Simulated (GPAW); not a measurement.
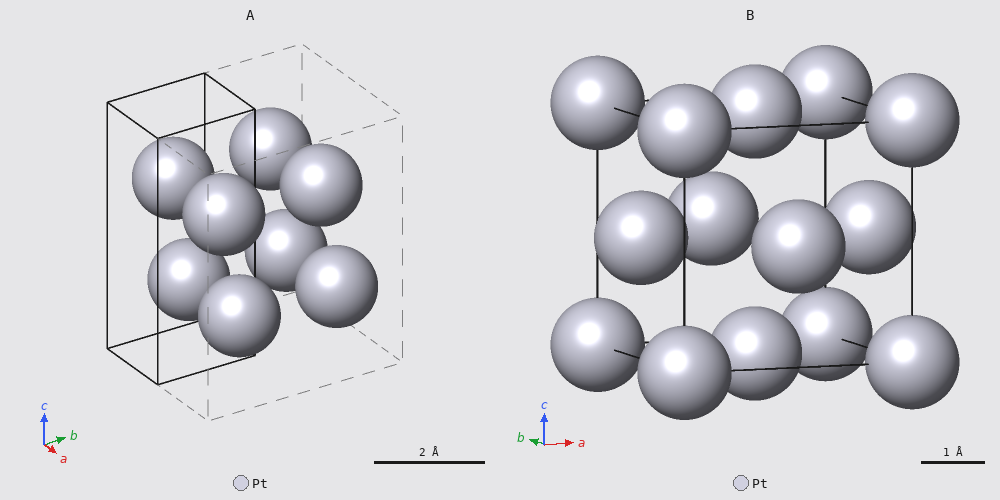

Two structures of Pt, each relaxed (cell and atoms) at zero pressure; conventional cells in solid outline, small ones repeated, each panel with its own scale. Alike in all runs: GPAW 26.7.0; functional PBEsol; potentials PAW data sets generated in the run's folder for this functional; cutoff 600 eV; occupations fermi-dirac, width 0.05 eV; no spin polarisation; no spin-orbit coupling. The k meshes have like spacings.

Give the type and space group of each panel.

Answer. A: hexagonal close-packed (Mg type), P6₃/mmc; B: face-centred cubic (Cu type), Fm-3m.

Which of these is lowest in energy, and how far above it do the others lie?

Answer. B, then A (+85 meV/atom), static energies at zero smearing.

Collect the results in a table.

Answer.
| panel | space group | E − E(lowest) (meV/atom) | volume (Å³/atom) |
| --- | --- | --- | --- |
| B | Fm-3m | 0 | 15.0 |
| A | P6₃/mmc | 85 | 15.1 |

The starts are database entries or structure types tried for this composition, and the most stable form need not be among them.

Caveat: later steps reuse the first step's grids; spin-orbit coupling is left out, which matters for Pt, if less for volumes and forces than for levels.
